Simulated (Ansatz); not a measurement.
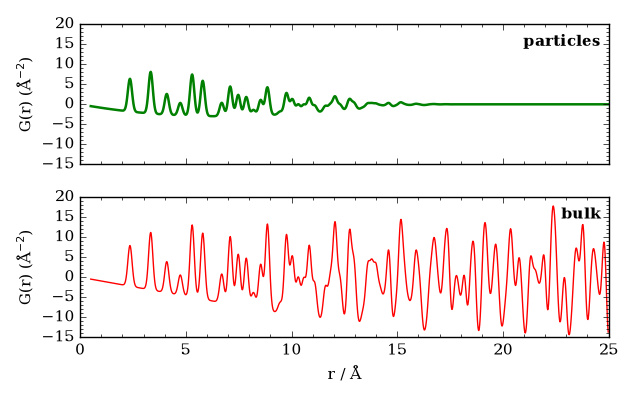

Computed X-ray G(r), with each pair weighted by the product of the atomic numbers (X-ray weights at Q = 0) and a uniform peak width σ = 0.10 Å, for spherical particles of Ni with the bulk structure: the bulk G(r) is multiplied by the envelope of a sphere of diameter D, 1 − 3r/2D + r³/2D³, with no surface relaxation. The number density is 0.0754 atoms per Å³. Structure used: the end point of a relaxation with Ansatz 0.2.0, DFT, BLYP, plane waves (420 eV) with PAW, scalar-relativistic; the starting structure was generated, so it need not be a known form of this composition.

Q: Estimate the particle diameter.

A: About 18 Å (1.8 nm): the signal is half of the bulk amplitude at r ≈ 6.2 Å and vanishes at r = D, fading from view somewhat earlier.

Q: Roughly how many atoms does one particle hold?

A: About 230 (number density 0.0754 Å⁻³ times πD³/6).
